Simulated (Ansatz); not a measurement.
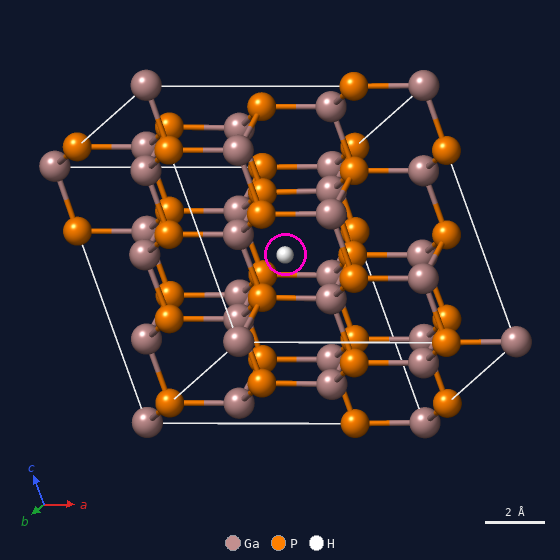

The crystal in a ball-and-stick representation, seen from a general direction. One supercell is outlined, and atoms on its boundary appear in each equivalent place. The host is GaP, in a cell of 32 sites, and the cell carries a charge of -1. A ring marks the defect's site.

> Which defect is modelled here, and what are its neighbours?

An interstitial hydrogen atom. It is bonded to no bonds drawn.

The atoms were relaxed in the host's cell with Ansatz 0.2.0, DFT PBE, scalar-relativistic, plane waves, PAW.
